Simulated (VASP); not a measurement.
ZnO: geometry relaxation

System: ZnO (P6₃mc, 4 atoms in the cell).
Method: Kohn-Sham DFT of a periodic cell, PBEsol, VASP PAW PBE potentials, recommended, no spin polarisation (VASP 6.6.1).

The structure derives from an entry of the Crystallography Open Database.

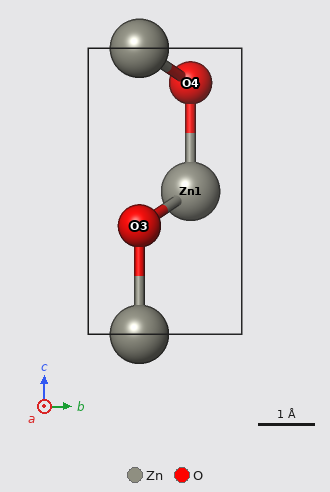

*The starting structure (ball-and-stick view of the cell of the calculation, along the a axis; atoms are numbered from 1 in the order of the input).*

Near neighbours in the crystal (not all of them lie inside the picture): Zn has 4 O at 1.95 Å; O has 4 Zn at 1.95 Å.

### INCAR
```
SYSTEM = ZnO
PREC = Accurate ; ENCUT = 600
EDIFF = 1E-7 ; ISMEAR = 0
SIGMA = 0.03 ; LREAL = .FALSE.
LASPH = .TRUE. ; NELM = 80
ALGO = Fast ; ISIF = 4
LWAVE = .FALSE. ; LCHARG = .FALSE.
GGA = PS ; IBRION = 2
NSW = 40 ; EDIFFG = -0.01
```

### KPOINTS
```
regular mesh
0
G
  9 9 5
  0 0 0
```

### POSCAR
```
ZnO                                     
1.0
    3.1930154370      0.0000000000      0.0000000000
   -1.5965077185      2.7652324831      0.0000000000
    0.0000000000      0.0000000000      5.1532612488
  Zn              O             
     2     2
Direct
     0.3333333332999970    0.6666666667000030    0.4999835655487185
     0.6666666667000030    0.3333333332999970    0.9999835655487185
     0.6666666667000030    0.3333333332999970    0.3790264344512824
     0.3333333332999970    0.6666666667000030    0.8790264344512825
```

Command:
```bash
cat potpaw_PBE.64/Zn/POTCAR potpaw_PBE.64/O/POTCAR > POTCAR
mpirun -np 1 vasp_std > vasp.out
```

### OSZICAR
```
N       E                     dE             d eps       ncg     rms          rms(c)
DAV:   1     0.299311671013E+03    0.29931E+03   -0.20649E+04  1608   0.266E+03
DAV:   2     0.934458450351E+01   -0.28997E+03   -0.27948E+03  1692   0.470E+02
DAV:   3    -0.215716160092E+02   -0.30916E+02   -0.30687E+02  1872   0.161E+02
DAV:   4    -0.221809270198E+02   -0.60931E+00   -0.60864E+00  1728   0.240E+01
DAV:   5    -0.221855438868E+02   -0.46169E-02   -0.46166E-02  1872   0.201E+00    0.151E+01
RMM:   6    -0.193806322950E+02    0.28049E+01   -0.10247E+01  1584   0.218E+01    0.117E+01
RMM:   7    -0.194106156408E+02   -0.29983E-01   -0.15017E+00  1584   0.120E+01    0.475E+00
RMM:   8    -0.193788953950E+02    0.31720E-01   -0.21257E-01  1584   0.423E+00    0.279E+00
RMM:   9    -0.193762368126E+02    0.26586E-02   -0.72536E-02  1584   0.298E+00    0.312E-01
RMM:  10    -0.193748315682E+02    0.14052E-02   -0.24561E-02  1591   0.907E-01    0.125E-01
RMM:  11    -0.193753146151E+02   -0.48305E-03   -0.49545E-03  1629   0.676E-01    0.129E-01
RMM:  12    -0.193751901770E+02    0.12444E-03   -0.15062E-03  1599   0.251E-01    0.470E-02
RMM:  13    -0.193752171985E+02   -0.27021E-04   -0.51577E-04  1586   0.121E-01    0.478E-02
RMM:  14    -0.193752164981E+02    0.70040E-06   -0.57510E-05  1623   0.523E-02    0.264E-02
RMM:  15    -0.193752057056E+02    0.10792E-04   -0.33716E-05  1591   0.436E-02    0.843E-03
RMM:  16    -0.193752061600E+02   -0.45442E-06   -0.48139E-06  1588   0.185E-02    0.306E-03
RMM:  17    -0.193752062192E+02   -0.59204E-07   -0.11048E-06  1388   0.930E-03    0.249E-03
RMM:  18    -0.193752062695E+02   -0.50277E-07   -0.19214E-07   991   0.365E-03
   1 F= -.19375206E+02 E0= -.19375206E+02  d E =-.193752E+02
```

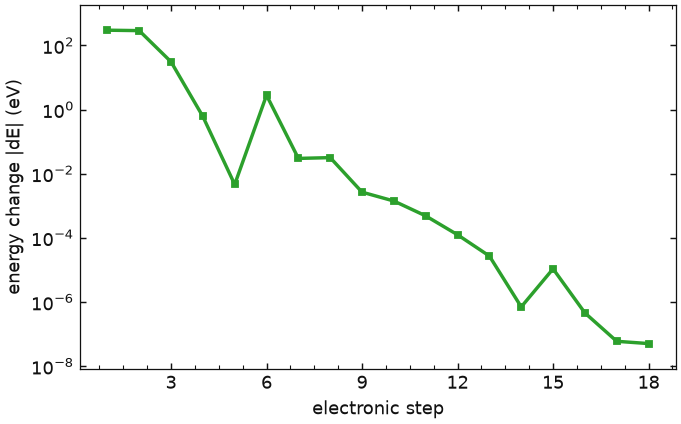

*Convergence of the self-consistent field: energy change |dE| against the electronic step.*

It takes 18 electronic steps. The density is held fixed in the first few steps, and dE rises again when its update begins.

### Parts of OUTCAR
```
SYSTEM = ZnO
   PREC = Accurate
   ENCUT = 600
   EDIFF = 1E-7
   ISMEAR = 0
   LREAL = .FALSE.
   LASPH = .TRUE.
   NELM = 80
   ISIF = 4
   GGA = PS
   IBRION = 2
   NSW = 40
   EDIFFG = -0.01

 ion  position               nearest neighbor table
   1  0.333  0.667  0.500-   3 1.95   3 1.95   3 1.95   4 1.95
   2  0.667  0.333  1.000-   4 1.95   4 1.95   4 1.95   3 1.95
   3  0.667  0.333  0.379-   1 1.95   1 1.95   1 1.95   2 1.95
   4  0.333  0.667  0.879-   2 1.95   2 1.95   2 1.95   1 1.95

  LATTYP: Found a hexagonal cell.
 ALAT       =     3.1930154370
 C/A-ratio  =     1.6139167976

  Lattice vectors:

 A1 = (   3.1930154370,   0.0000000000,   0.0000000000)
 A2 = (  -1.5965077185,   2.7652324831,   0.0000000000)
 A3 = (   0.0000000000,   0.0000000000,   5.1532612488)

Analysis of symmetry for initial positions (statically):
=====================================================================
 Subroutine PRICEL returns:
 Original cell was already a primitive cell.

 Routine SETGRP: Setting up the symmetry group for a
 hexagonal supercell.

 Subroutine GETGRP returns: Found 12 space group operations
 (whereof  6 operations were pure point group operations)
 out of a pool of 24 trial point group operations.

The static configuration has the point symmetry C_3v.
 The point group associated with its full space group is C_6v.

Analysis of symmetry for dynamics (positions and initial velocities):
=====================================================================
 Subroutine PRICEL returns:
 Original cell was already a primitive cell.

 Routine SETGRP: Setting up the symmetry group for a
 hexagonal supercell.

 Subroutine GETGRP returns: Found 12 space group operations
 (whereof  6 operations were pure point group operations)
 out of a pool of 24 trial point group operations.

The dynamic configuration has the point symmetry C_3v.
 The point group associated with its full space group is C_6v.

 Subroutine INISYM returns: Found 12 space group operations
 (whereof  6 operations are pure point group operations),
 and found     1 'primitive' translations

----------------------------------------------------------------------------------------

                                     Primitive cell

  volume of cell :      45.5004

  direct lattice vectors                    reciprocal lattice vectors
     3.193015437  0.000000000  0.000000000     0.313183578  0.180816623  0.000000000
    -1.596507719  2.765232483  0.000000000     0.000000000  0.361633246  0.000000000
     0.000000000  0.000000000  5.153261249     0.000000000  0.000000000  0.194051874

  length of vectors
     3.193015437  3.193015437  5.153261249     0.361633246  0.361633246  0.194051874

  position of ions in fractional coordinates (direct lattice)
     0.333333333  0.666666667  0.499983566
     0.666666667  0.333333333  0.999983566
     0.666666667  0.333333333  0.379026434
     0.333333333  0.666666667  0.879026434

  ion indices of the primitive-cell ions
   primitive index   ion index
                 1           1
                 2           2
                 3           3
                 4           4

----------------------------------------------------------------------------------------

 KPOINTS: regular mesh

Automatic generation of k-mesh.
 Grid dimensions read from file:
 generate k-points for:    9    9    5

 Generating k-lattice:

  Cartesian coordinates                     Fractional coordinates (reciprocal lattice)
     0.034798175  0.020090736  0.000000000     0.111111111 -0.000000000  0.000000000
     0.000000000  0.040181472  0.000000000     0.000000000  0.111111111  0.000000000
     0.000000000  0.000000000  0.038810375     0.000000000  0.000000000  0.200000000

  Length of vectors
     0.040181472  0.040181472  0.038810375

  Shift w.r.t. Gamma in fractional coordinates (k-lattice)
     0.000000000  0.000000000  0.000000000

 Subroutine IBZKPT returns following result:
 ===========================================

 Found     36 irreducible k-points:

 Following reciprocal coordinates:
            Coordinates               Weight
  0.000000  0.000000  0.000000      1.000000
  0.111111 -0.000000  0.000000      6.000000
  0.222222 -0.000000  0.000000      6.000000
  0.333333  0.000000  0.000000      6.000000
  0.444444 -0.000000  0.000000      6.000000
  0.111111  0.111111  0.000000      6.000000
  0.222222  0.111111  0.000000     12.000000
  0.333333  0.111111  0.000000     12.000000
  0.444444  0.111111  0.000000      6.000000
  0.222222  0.222222  0.000000      6.000000
  0.333333  0.222222  0.000000     12.000000
  0.333333  0.333333  0.000000      2.000000
  0.000000  0.000000  0.200000      2.000000
  0.111111 -0.000000  0.200000     12.000000
  0.222222 -0.000000  0.200000     12.000000
  0.333333  0.000000  0.200000     12.000000
  0.444444 -0.000000  0.200000     12.000000
  0.111111  0.111111  0.200000     12.000000
  0.222222  0.111111  0.200000     24.000000
  0.333333  0.111111  0.200000     24.000000
  0.444444  0.111111  0.200000     12.000000
  0.222222  0.222222  0.200000     12.000000
  0.333333  0.222222  0.200000     24.000000
  0.333333  0.333333  0.200000      4.000000
 [... further k-points ...]
   k-points           NKPTS =     36   k-points in BZ     NKDIM =     36   number of bands    NBANDS=     22
   number of dos      NEDOS =    301   number of ions     NIONS =      4
   total plane-waves  NPLWV =  32928
   dimension x,y,z NGX =    28 NGY =   28 NGZ =   42
   dimension x,y,z NGXF=    56 NGYF=   56 NGZF=   84
   ions per type =               2   2
   NGX,Y,Z   is equivalent  to a cutoff of  14.58, 14.58, 13.55 a.u.
   NGXF,Y,Z  is equivalent  to a cutoff of  29.16, 29.16, 27.10 a.u.
 SYSTEM =  ZnO
   PREC   = accura    normal or accurate (medium, high low for compatibility)
   ISTART =      0    job   : 0-new  1-cont  2-samecut
   ICHARG =      2    charge: 1-file 2-atom 10-const
   ISPIN  =      1    spin polarized calculation?
   LNONCOLLINEAR =      F non collinear calculations
   LSORBIT =      F    spin-orbit coupling
   LASPH  =      T    aspherical Exc in radial PAW
   ENCUT  =  600.0 eV  44.10 Ry    6.64 a.u.   6.38  6.38 10.29*2*pi/ulx,y,z
   NELM   =     80;   NELMIN=  2; NELMDL= -5     # of ELM steps
   EDIFF  = 0.1E-06   stopping-criterion for ELM
   LREAL  =      F    real-space projection
   EDIFFG = -.1E-01   stopping-criterion for IOM
   NSW    =     40    number of steps for IOM
   IBRION =      2    ionic relax: 0-MD 1-quasi-New 2-CG
   NFREE  =      1    steps in history (QN), initial steepest desc. (CG)
   ISIF   =      4    stress and relaxation
   ISYM   =      2    0-nonsym 1-usesym 2-fastsym
   POTIM  = 0.5000    time-step for ionic-motion
   TEBEG  =    0.0;   TEEND  =   0.0 temperature during run
   PSTRESS=    0.0 pullay stress
   NELECT =      36.0000    total number of electrons
   NUPDOWN=      -1.0000    fix difference up-down
   EMIN   =  10.00;   EMAX   =-10.00  energy-range for DOS
   EFERMI =   0.00;   METHOD = LEGACY
   ISMEAR =     0;   SIGMA  =   0.03  broadening in eV -4-tet -1-fermi 0-gaus
   EFERMI_NEDOS =   21; number of points for ismear=-14 and -15
   IALGO  =     68    algorithm
   IMIX   =      4    mixing-type and parameters
     AMIX     =   0.40;   BMIX     =  1.00
     AMIX_MAG =   1.60;   BMIX_MAG =  1.00
  volume/ion in A,a.u.               =      11.38        76.76
  Fermi-wavevector in a.u.,A,eV,Ry     =   1.514156  2.861341 31.193662  2.292669
  Thomas-Fermi vector in A             =   2.623852
   LORBIT       =      0    0 simple, 1 ext, 2 COOP (PROOUT), +10 PAW based schemes
   GGA     = PS    functional components
   LHFCALC =     F    Hartree Fock is set to
   AEXX    =    0.0000 exact exchange contribution
   IVDW    =     0    specifies the selected vdW correction
   LEPSILON=     F    determine dielectric tensor
   LRPA    =     F    only Hartree local field effects (RPA)
 conjugate gradient relaxation of ions
 non-spin polarized calculation
 RMM-DIIS sequential band-by-band and
 Gauss-broadening in eV      SIGMA  =   0.03
  energy-cutoff  :      600.00
  volume of cell :       45.50
 maximum number of plane-waves:      1530
 NGX is ok and might be reduce to    28
   NGX = 13   NGY = 13   NGZ = 21

 number of electron      35.9999996 magnetization

 Free energy of the ion-electron system (eV)
  ---------------------------------------------------
  ext. energy  EPLUGINS =         0.00000000
  ---------------------------------------------------
  free energy    TOTEN  =       -19.37520627 eV

  energy without entropy =      -19.37520627  energy(sigma->0) =      -19.37520627

 E-fermi :   1.6599     XC(G=0): -11.4301     alpha+bet : -8.2678

 val. band max:        1.4750287420   @ k =   0.0000   0.0000   0.0000
 cond. band min:       2.2153423115   @ k =   0.0000   0.0000   0.0000
 fundamental gap:      0.7403135694
 Fermi energy:         1.6598805773

 k-point     1 :       0.0000    0.0000    0.0000
  band No.  band energies     occupation
      1     -16.9528      2.00000
      2     -16.1405      2.00000
      3      -4.6204      2.00000
      4      -4.4811      2.00000
      5      -4.4811      2.00000
      6      -4.4318      2.00000
      7      -4.2738      2.00000
      8      -4.2738      2.00000
      9      -3.1384      2.00000
     10      -3.1384      2.00000
     11      -2.9007      2.00000
     12      -2.9007      2.00000
     13      -2.6098      2.00000
     14       0.6208      2.00000
     15       0.6209      2.00000
     16       1.3684      2.00000
     17       1.4750      2.00000
     18       1.4750      2.00000
     19       2.2153      0.00000
     20       6.7558      0.00000
     21       9.6912      0.00000
     22      14.4809      0.00000

 k-point     2 :       0.1111   -0.0000    0.0000
  band No.  band energies     occupation
      1     -16.8770      2.00000
      2     -16.1066      2.00000
      3      -4.5915      2.00000
      4      -4.4921      2.00000
      5      -4.4391      2.00000
      6      -4.3886      2.00000
      7      -4.2812      2.00000
      8      -4.2144      2.00000
      9      -3.1718      2.00000
     10      -3.1425      2.00000
     11      -2.8938      2.00000
     12      -2.8565      2.00000
     13      -2.6243      2.00000
     14       0.1568      2.00000
     15       0.4456      2.00000
     16       0.7642      2.00000
     17       1.2816      2.00000
     18       1.3804      2.00000
     19       3.0954      0.00000
     20       7.2851      0.00000
     21       9.6722      0.00000
     22      13.2426      0.00000

 k-point     3 :       0.2222   -0.0000    0.0000
  band No.  band energies     occupation
      1     -16.6744      2.00000
      2     -16.0254      2.00000
      3      -4.7700      2.00000
      4      -4.4058      2.00000
      5      -4.3407      2.00000
      6      -4.2650      2.00000
      7      -4.0990      2.00000
      8      -4.0490      2.00000
      9      -3.2522      2.00000
     10      -3.1272      2.00000
     11      -2.8797      2.00000
     12      -2.7799      2.00000
     13      -2.6067      2.00000
     14      -0.8734      2.00000
     15      -0.0687      2.00000
     16       0.0023      2.00000
     17       1.0113      2.00000
     18       1.1277      2.00000
     19       4.3905      0.00000
     20       8.3949      0.00000
     21       9.5934      0.00000
     22      11.5063      0.00000

 k-point     4 :       0.3333    0.0000    0.0000
  band No.  band energies     occupation
      1     -16.4160      2.00000
      2     -15.9494      2.00000
      3      -4.8824      2.00000
      4      -4.4873      2.00000
      5      -4.2509      2.00000
      6      -4.0723      2.00000
      7      -3.8235      2.00000
      8      -3.7683      2.00000
      9      -3.2594      2.00000
     10      -3.0544      2.00000
     11      -2.8634      2.00000
     12      -2.7851      2.00000
     13      -2.4538      2.00000
     14      -1.8280      2.00000
     15      -0.8576      2.00000
     16      -0.5247      2.00000
     17       0.5791      2.00000
     18       0.8179      2.00000
     19       5.7600      0.00000
     20       9.0648      0.00000
     21       9.3669      0.00000
     22      10.3773      0.00000

 k-point     5 :       0.4444   -0.0000    0.0000
  band No.  band energies     occupation
      1     -16.2119      2.00000
      2     -15.9278      2.00000
      3      -4.8309      2.00000
      4      -4.6109      2.00000
      5      -4.2092      2.00000
      6      -3.8967      2.00000
      7      -3.7594      2.00000
      8      -3.6464      2.00000
      9      -3.1219      2.00000
     10      -2.9602      2.00000
     11      -2.8478      2.00000
     12      -2.6916      2.00000
     13      -2.5221      2.00000
     14      -2.1055      2.00000
     15      -1.4396      2.00000
     16      -0.9053      2.00000
     17       0.1617      2.00000
     18       0.6000      2.00000
     19       7.0183      0.00000
     20       8.5326      0.00000
     21       8.9752      0.00000
     22      10.2200      0.00000

 [... the levels of 18 k-points are left out ...]

 k-point    24 :       0.3333    0.3333    0.2000
  band No.  band energies     occupation
      1     -15.9894      2.00000
      2     -15.9894      2.00000
      3      -4.5207      2.00000
      4      -4.3083      2.00000
      5      -4.3083      2.00000
      6      -3.9815      2.00000
      7      -3.5905      2.00000
      8      -3.5905      2.00000
      9      -3.2078      2.00000
     10      -3.0838      2.00000
     11      -2.8510      2.00000
     12      -2.8510      2.00000
     13      -2.2047      2.00000
     14      -2.1831      2.00000
     15      -2.1831      2.00000
     16      -0.5881      2.00000
     17      -0.3297      2.00000
     18      -0.3297      2.00000
     19       9.0585      0.00000
     20       9.4232      0.00000
     21       9.4244      0.00000
     22       9.5573      0.00000

 [... further k-points ...]

------------------------ aborting loop because EDIFF is reached ----------------------------------------

  FORCE on cell =-STRESS in cart. coord.  units (eV):
  Direction    XX          YY          ZZ          XY          YZ          ZX
  --------------------------------------------------------------------------------------
  -------------------------------------------------------------------------------------
  Total        1.8226729      1.8226729      1.8173743      0.0000000      0.0000000      0.0000000
  in kB       64.1807061     64.1807061     63.9941302      0.0000000      0.0000000      0.0000000
  external PRESSURE =      64.1185141 kB  Pullay stress =       0.0000000 kB

 VOLUME and BASIS-vectors are now :
 -----------------------------------------------------------------------------
  energy-cutoff  :      600.00
  volume of cell :       45.50
      direct lattice vectors                 reciprocal lattice vectors
     3.193015437  0.000000000  0.000000000     0.313183578  0.180816623  0.000000000
    -1.596507719  2.765232483  0.000000000     0.000000000  0.361633246  0.000000000
     0.000000000  0.000000000  5.153261249     0.000000000  0.000000000  0.194051874

 POSITION                                       TOTAL-FORCE (eV/Angst)
 -----------------------------------------------------------------------------------
     -0.00000      1.84349      2.57655        -0.000000      0.000000      0.004735
      1.59651      0.92174      5.15318         0.000000     -0.000000      0.004735
      1.59651      0.92174      1.95322        -0.000000     -0.000000     -0.004735
     -0.00000      1.84349      4.52985         0.000000      0.000000     -0.004735
 -----------------------------------------------------------------------------------
    total drift:                               -0.000000     -0.000000     -0.000742

  FREE ENERGIE OF THE ION-ELECTRON SYSTEM (eV)
  ---------------------------------------------------
  free  energy   TOTEN  =       -19.3752062695 eV

  energy  without entropy=      -19.3752062695  energy(sigma->0) =      -19.37520627

 reached required accuracy - stopping structural energy minimisation
```

### CONTCAR
```
ZnO
   1.00000000000000
     3.1930154370000001    0.0000000000000000    0.0000000000000000
    -1.5965077185000001    2.7652324831000001    0.0000000000000000
     0.0000000000000000    0.0000000000000000    5.1532612487999998
  Zn              O
     2     2
Direct
     0.3333333332999970    0.6666666667000030    0.4999835655487175
     0.6666666667000030    0.3333333332999970    0.9999835655487175
     0.6666666667000030    0.3333333332999970    0.3790264344512835
     0.3333333332999970    0.6666666667000030    0.8790264344512835

  0.00000000E+00  0.00000000E+00  0.00000000E+00
  0.00000000E+00  0.00000000E+00  0.00000000E+00
  0.00000000E+00  0.00000000E+00  0.00000000E+00
  0.00000000E+00  0.00000000E+00  0.00000000E+00
```

### Summary

- outcome: converged
- space group (tolerance 0.01 Å): P6₃mc (186)
- electrons treated: 36
- free energy: −19.3752 eV
- Fermi energy: 1.660 eV
- gap on the k-point mesh: 0.74 eV
- pressure: 6.41 GPa
- final volume: 45.50 Å³
- largest force (length of the vector): 0.005 eV/Å
- hardware: 1 thread of Intel Xeon (Granite Rapids), 64 GiB of memory available, shared host
- wall time: 26 s
- peak memory: 0.19 GiB

The cell is under a pressure of 6.4 GPa at this level, so it is not at its equilibrium volume.
